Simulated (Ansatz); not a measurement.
```cif
data_structure
_symmetry_space_group_name_H-M 'P 1'
_symmetry_Int_Tables_number 1
_cell_length_a 3.5357
_cell_length_b 3.5357
_cell_length_c 3.5357
_cell_angle_alpha 90.000
_cell_angle_beta 90.000
_cell_angle_gamma 90.000
_cell_volume 44.20
loop_
_atom_site_label
_atom_site_type_symbol
_atom_site_fract_x
_atom_site_fract_y
_atom_site_fract_z
_atom_site_occupancy
Fe1 Fe 0.00000 0.00000 0.00000 1
Co1 Co 0.50000 0.50000 0.00000 1
Co2 Co 0.50000 0.00000 0.50000 1
Co3 Co 0.00000 0.50000 0.50000 1
```

Space group Pm-3m; a structure from a database of computed crystals, not necessarily the ambient phase; computed pressure about −8 GPa in this cell; spin-polarised.

Computed with DFT PBEsol, scalar-relativistic, plane waves, PAW (Ansatz).

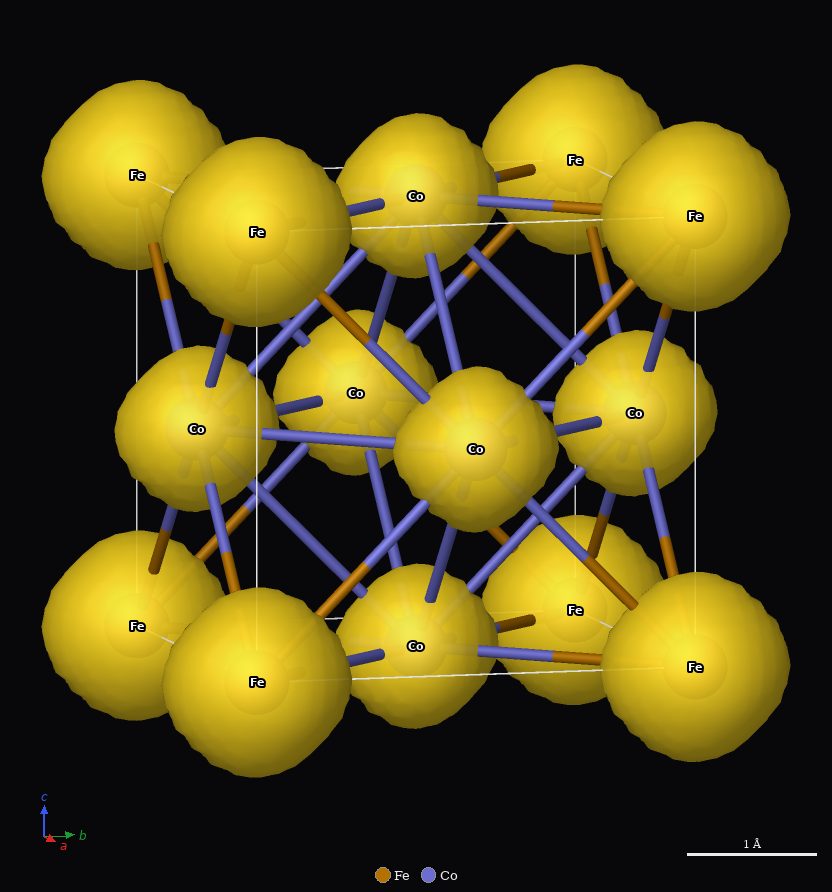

FeCo3. Isosurface of the spin density at +0.4 e/Å³ (yellow), seen slightly off an axis. Sticks mark near contacts.

In a PAW calculation such maps are meaningful between the atoms, not at the nuclei.

Which atoms carry the moments, and with what signs?

Answer. The spin density sits on Fe: +2.6 μB; Co: +1.7 μB (×3) in one cell of 4 atoms: parallel main moments (a ferromagnetic arrangement) in this solution. The cell of the calculation (4 atoms) carries 7.4 μB of net spin moment.
